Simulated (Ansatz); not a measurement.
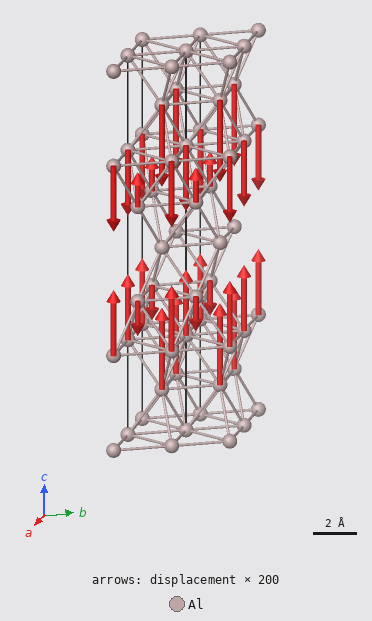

This is a relaxation of a crystal of Al (a generated structure, set up in P-6m2). The starting structure is drawn; red arrows show the displacements (the part carried along by the change of the cell is left out), 200 times their true length.

Style: ball-and-stick. Shown: the cell of the calculation, repeated 2 × 2 × 1 with one cell outlined, slightly off an axis.

Case: stacking ABACBCAB.

Theory: Ansatz, DFT PBE, scalar-relativistic, plane waves, PAW. Settings: plane-wave cutoff 420 eV; k-point mesh 18 × 18 × 3; occupations gaussian; smearing width 0.1 eV; no spin polarisation; cell and atoms relaxed; force threshold 0.01 eV/Å; at most 45 steps.

What did the optimiser do to the structure, and how much energy did it gain?

The largest moves relative to the cell, 0.020 Å, are those of Al atoms. The drawn cell changes as follows: a = b 2.869 → 2.856 Å (−0.5 %), c 18.670 → 18.769 Å (+0.5 %); the volume changes by −0.4 %. Among the contacts that change: Al–Al 2.862 → 2.884 Å, Al–Al 2.862 → 2.847 Å. The space group stays P-6m2 (No. 187). The energy falls by 4.3 meV per cell of the calculation in 3 accepted moves (4 points after the start). Largest force component: 0.071 eV/Å at the start, 0.0026 eV/Å at the end. The pressure goes from −0.30 to 0.01 GPa. The SCF was repeated once at an unchanged geometry on a basis and grid sized afresh for the cell, which shifted the energy by 0.2 meV per cell of the calculation at most. Cost: 3.9 min on 1 thread of Intel(R) Xeon(R) Processor @ 2.50GHz (Skylake/Cascade Lake), with other jobs on the host, peak memory 0.48 GiB.
